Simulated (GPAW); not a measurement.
# AlN (P6_3mc): refractive index against wavelength

The refractive index of AlN (P6_3mc) along x below the direct gap (4.18 eV on the mesh) is read from one computed spectrum, n = √(Re ε). x, y and z are the Cartesian axes of the input cell.

Symmetry: P6_3mc, No. 186, hexagonal system. Conventional cell: a = 3.113 Å, b = 3.113 Å, c = 4.981 Å, α = 90.00°, β = 90.00°, γ = 120.00°. Al on site b is surrounded by 4 N at 1.89 Å. N on site b is surrounded by 4 Al at 1.89 Å.

Method: GPAW 26.7.0, LDA, RPA, k-mesh 12×12×6, local fields up to 50 eV, Lorentzian half width 0.15 eV.

Launch of the response step: `OMP_NUM_THREADS=1 python df.py`. The run took 2.6 min, its band step included, on 1 thread of Arm Neoverse V1, on a shared host.

```tsv
wavelength (nm)	photon energy E (eV)	n
1310	0.946	2.0981
1064	1.165	2.1035
850	1.459	2.1128
700	1.771	2.1254
633	1.959	2.1345
532	2.331	2.1560
450	2.755	?
```

In the single-oscillator model n² − 1 = E₀E_d/(E₀² − E²), so 1/(n² − 1) = E₀/E_d − E²/(E₀E_d) is linear in E².

Working, on the rows shown:

| x = E² (eV²) | y = 1/(n² − 1) |
| --- | --- |
| 0.895757 | 0.293943 |
| 1.35784 | 0.291995 |
| 2.12762 | 0.28869 |
| 3.13716 | 0.284307 |
| 3.83641 | 0.281208 |
| 5.43137 | 0.274098 |

Means: x̄ = 2.7977, ȳ = 0.28571. Σ(x − x̄)(y − ȳ) = -0.06244, Σ(x − x̄)² = 14.27. Slope = -0.06244 / 14.27 = -0.004376; intercept = ȳ − slope · x̄ = 0.29795. Turned back into n, the line misses the rows shown by at most 0.00026.

Task: Predict the last column of the withheld row from the fit.

Result: At x = 7.5912 the line gives y = 0.26473, that is 2.1857. The run gave 2.1875, so the extrapolation is off by 0.0018, 2.0 % of the range in the table.

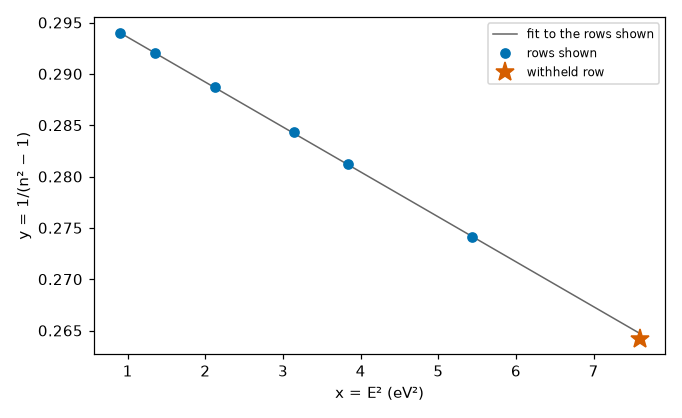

Refitted with all rows, the slope is -0.004441 and the intercept 0.2981. These give E₀ = √(intercept/−slope) = 8.19 eV and E_d = E₀/intercept = 27.5 eV; E₀ is 2.0 times the direct gap. The electronic limit at long wavelengths, without lattice vibrations, is n = √(1 + 1/intercept) = 2.087. The cell comes from an older database entry, whose edges can be off by a per cent or so. Excitons are left out; LDA gaps are as a rule too small. The values come from a sum over the points of one k-mesh and carry its error, which grows as the direct gap shrinks.

[Logs are printed without paths, hosts, clocks, repeated set-up lines and the standing remarks that a program may print on its own settings, such as how far it seeks lower states.]
